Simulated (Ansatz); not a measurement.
```
CELL_PARAMETERS angstrom
3.16994 0.00000 0.00000
-1.58497 2.74525 0.00000
0.00000 0.00000 12.49112
ATOMIC_POSITIONS crystal
W 0.33333 0.66667 0.25000
W 0.66667 0.33333 0.75000
S 0.33333 0.66667 0.62489
S 0.66667 0.33333 0.12489
S 0.33333 0.66667 0.87511
S 0.66667 0.33333 0.37511
```

Space group P6₃/mmc; started from the measured structure prototype, which need not be the ambient phase.

Theory: Ansatz, DFT, r2SCAN, plane waves, PAW.

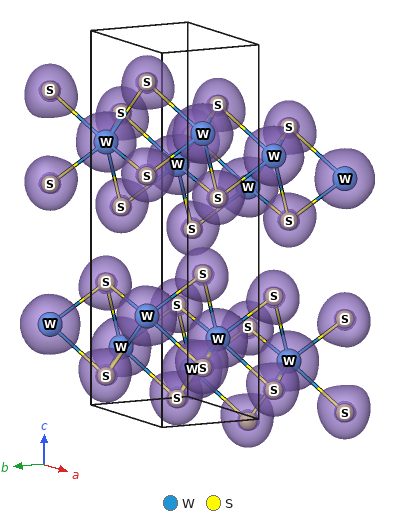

WS2. Isosurface of the valence pseudo-density at 0.8 e/Å³ (purple), seen at an oblique angle. Sticks mark near contacts.

> How is the density connected at this value?

At this value the density breaks into separate islands; it holds about 55 % of the electrons treated as valence (semicore included). It bridges none of the near contacts. It is pinched off along the shortest W–S (2.41 Å) contacts. On the grid the lowest density along these lines, outside the cores, is 0.63 e/Å³ (W–S, 2.41 Å).
